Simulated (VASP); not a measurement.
```xyz
32
Lattice="4.5485 4.5485 4.5485 -4.5485 4.5485 -4.5485 -4.5485 -4.5485 4.5485" Properties=species:S:1:pos:R:3 pbc="T T T"
Ga   -4.3773    2.1030    2.1030
Ga   -0.0363    4.5633   -0.0363
Ga   -2.2890    2.3106    4.5121
Ga    0.0148    2.3106    2.3106
Ga    2.1030    4.7197    2.1030
Ga   -4.5848   -2.2890    2.3106
Ga   -0.0363   -0.0363    4.5633
Ga    2.1030    2.1030    4.7197
Ga    0.1712    0.1712    0.1712
Ga   -2.2379   -2.2379    4.5633
Ga   -2.2890    4.5121    2.3106
Ga   -4.5848    2.3106   -2.2890
Ga   -2.2379    4.5633   -2.2379
Ga    0.0148    4.5121    4.5121
Ga   -2.2379    2.2595   -0.0363
Ga   -2.2379   -0.0363    2.2595
Ga    3.4114    3.4114    3.4114
N    -1.1386    5.6234    1.1993
N    -3.3492    3.4129   -3.3492
N    -1.1371    3.4114    3.4114
N    -3.4735    1.1993   -1.1386
N    -1.1371    3.4114   -1.1371
N    -1.1386    1.1993    5.6234
N    -3.4735   -1.1386    1.1993
N    -1.1356    1.1993    1.1993
N     1.0749    3.4129    1.0749
N    -3.3492   -3.3492    3.4129
N    -1.1371   -1.1371    3.4114
N     1.0749    1.0749    3.4129
N    -5.6841    1.0749    1.0749
N    -3.3492    3.4099    1.0749
N    -3.3492    1.0749    3.4099
```

Computed pressure about 9 GPa in this cell.

These are results of Kohn-Sham DFT of a periodic cell, PBE, VASP PAW PBE potentials, recommended in VASP 6.6.1, not measurements.

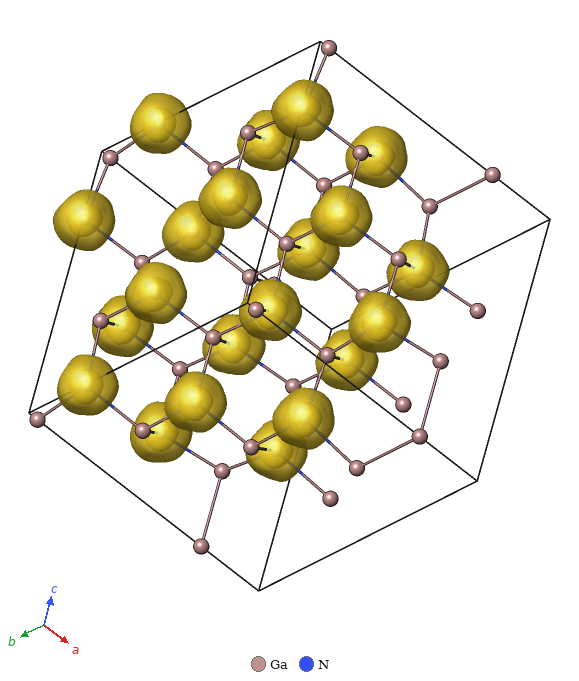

Ga17N15 (cell with a defect). Isosurface of the electron localisation function at 0.75 (yellow), seen at an oblique angle. Core shells and regions of very low density are left out. Sticks mark near contacts.

Core electrons are frozen (PAW), and the valence fields are smoothed inside the atomic spheres.

Q: Identify the bonds, lone pairs and shells in this picture.

A: The ELF exceeds this value in 15 regions wrapped around N (the valence shell of each), counted in one cell of 32 atoms. Any copies at cell faces, edges or corners count once. Along the contacts the grid gives the following. Ga–N (1.94 Å): the ELF peaks at about 0.85 in the valence shell of N, 0.6 Å from its nucleus, and is about 0.55 at the midpoint. Ga–Ga (2.27 Å): the ELF reaches about 0.55 near the midpoint.
